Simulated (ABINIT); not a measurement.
## Effective mass calculation, with input and output: Se (part 3 of 3)

Continued. System: Se (P3₁21, 3 atoms in the cell). Method: Kohn-Sham DFT of a periodic cell, LDA, PseudoDojo NC SR LDA v0.4.1 standard, no spin polarisation (ABINIT 10.8.3); cutoff 1088.46 eV, 5×5×4 k-mesh, fixed occupations. The structure derives from an entry of the Crystallography Open Database.

Geometry of the input (Å; fractional positions):
```
4.3662  0.0000  0.0000
-2.1831  3.7812  0.0000
0.0000  0.0000  4.9536
Se 0.7746  0.7746  0.0000
Se -0.0000  0.2254  0.6667
Se 0.2254  0.0000  0.3333
```

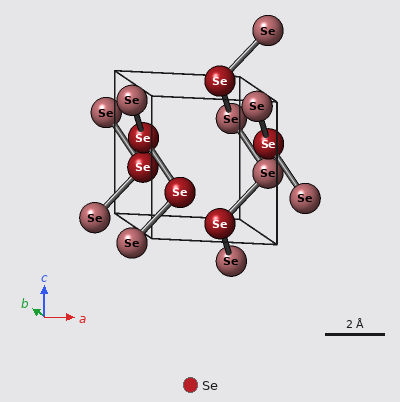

*The input geometry (ball-and-stick view of the cell of the calculation, seen slightly off an axis; neighbours outside the cell are drawn fainter). An atom can appear more than once, as a periodic image.*

### The program's output, continued
```
 K-point ( 0.000, 0.000, 0.500) | band =    25
 Transport equivalent effective mass tensor:
              0.9969227684             -0.0000000000              0.0000000000
             -0.0000000000              0.9969143948              0.0000075932
              0.0000000000              0.0000075932              0.9726013294
 Transport equivalent effective mass tensor eigenvalues:
              0.9969227684              0.9969143972              0.9726013270
 Angular average effective mass 1/(<1/m>)=   0.9521152368
 Angular average effective mass for Frohlich model (<m**0.5>)**2=   0.9542488518
 Effective masses along directions: (cart. coord. / red. coord. -> eff. mass)
    1:   1.000000  0.000000  0.000000 /   0.894427 -0.447214  0.000000 ->   0.9666929643
    2:   0.000000  1.000000  0.000000 /   0.000000  1.000000  0.000000 ->   0.9666929639
    3:   0.000000  0.000000  1.000000 /   0.000000  0.000000  1.000000 ->   0.9165060344
    4:   0.707107  0.707107  0.000000 /   0.939071  0.343724  0.000000 ->   0.9666929640
    5:   0.577350  0.577350  0.577350 /   0.642673  0.235235  0.729134 ->   1.0224184063

 K-point ( 0.000, 0.000, 0.500) | band =    26
 Transport equivalent effective mass tensor:
              0.2762893418              0.0000000000              0.0000000000
              0.0000000000              0.2762911592             -0.0000074075
              0.0000000000             -0.0000074075              0.9216755651
 Transport equivalent effective mass tensor eigenvalues:
              0.9216755652              0.2762911591              0.2762893418
 Angular average effective mass 1/(<1/m>)=   0.3570517130
 Angular average effective mass for Frohlich model (<m**0.5>)**2=   0.3841755586
 Effective masses along directions: (cart. coord. / red. coord. -> eff. mass)
    1:   1.000000  0.000000  0.000000 /   0.894427 -0.447214  0.000000 ->   0.2739008054
    2:   0.000000  1.000000  0.000000 /   0.000000  1.000000  0.000000 ->   0.2739008054
    3:   0.000000  0.000000  1.000000 /   0.000000  0.000000  1.000000 ->   0.9165060336
    4:   0.707107  0.707107  0.000000 /   0.939071  0.343724  0.000000 ->   0.2739008054
    5:   0.577350  0.577350  0.577350 /   0.642673  0.235235  0.729134 ->   0.3480761416

 Angular average effective mass for Frohlich model, averaged over degenerate bands.
 Value of     (<<m**0.5>>)**2 =     6.373432E-01
 Absolute Value of <<m**0.5>> =     7.983378E-01

 END OF EFFECTIVE MASSES SECTION

================================================================================

 ---- first-order wavefunction calculations are completed ----

 Total localisation tensor (bohr^2) in cartesian coordinates
  WARNING : still subject to testing - especially symmetries.
      direction              matrix element
   alpha     beta       real part   imaginary part
     1        1       2.8965191522    0.0000000000
     1        2      -0.8030315509   -0.0000000000
     1        3       0.0000000000    0.0000000000
     2        1      -0.8030315509   -0.0000000000
     2        2       1.3908914463    0.0000000000
     2        3       0.0000000000    0.0000000000
     3        1       0.0000000000    0.0000000000
     3        2       0.0000000000    0.0000000000
     3        3       1.9157690331    0.0000000000

 respfn : d/dk was computed, but no 2DTE, so no DDB output.

== END DATASET(S) ==============================================================
================================================================================

 -outvars: echo values of variables after computation  --------
            acell      8.2509222053E+00  8.2509222053E+00  9.3609473309E+00 Bohr
           etotal1    -3.6353772787E+02
           etotal3    -5.8435530904E+01
            fcart1    -2.3340426331E-03 -4.0426804275E-03  6.1364620549E-28
                      -2.3340426331E-03  4.0426804275E-03 -1.2272924110E-27
                       4.6680852663E-03  1.3820353864E-19  6.1364620549E-28
            rprim      1.0000000000E+00  0.0000000000E+00  0.0000000000E+00
                      -5.0000000000E-01  8.6602540380E-01  0.0000000000E+00
                       0.0000000000E+00  0.0000000000E+00  1.0000000000E+00
           strten1     6.6576460675E-05  6.6576460191E-05  1.6212581133E-05
                       0.0000000000E+00  0.0000000000E+00  0.0000000000E+00
           xangst      1.6910292588E+00  2.9289485935E+00  0.0000000000E+00
                      -4.9207073966E-01  8.5229152203E-01  3.3023999977E+00
                       9.8414147933E-01  0.0000000000E+00  1.6511999989E+00
             xred      7.7460000000E-01  7.7460000000E-01  0.0000000000E+00
                      -5.1220942088E-18  2.2540000000E-01  6.6666666667E-01
                       2.2540000000E-01  0.0000000000E+00  3.3333333333E-01
 Calculation completed.
```

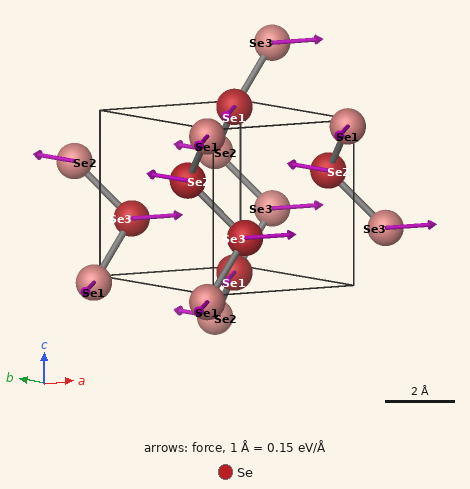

*Forces on the atoms as pink arrows (ball-and-stick view of the cell of the calculation, seen at an oblique angle; neighbours outside the cell are drawn fainter; atoms are numbered from 1 in the order of the input).*

The largest act on all 3 Se atoms (0.24 eV/Å). The geometry is not a stationary point of this energy.

### Summary

```tsv
quantity	value
outcome	converged
space group (tolerance 0.01 Å)	P3₁21 (152)
electrons treated	48
free energy	−9892.3655 eV
Fermi energy	2.872 eV
pressure	−1.46 GPa
largest force (length of the vector)	0.240 eV/Å
wall time	2.5 min
peak memory	0.68 GiB
```

Points of doubt noted for this run: mesh point may not be the band extremum.
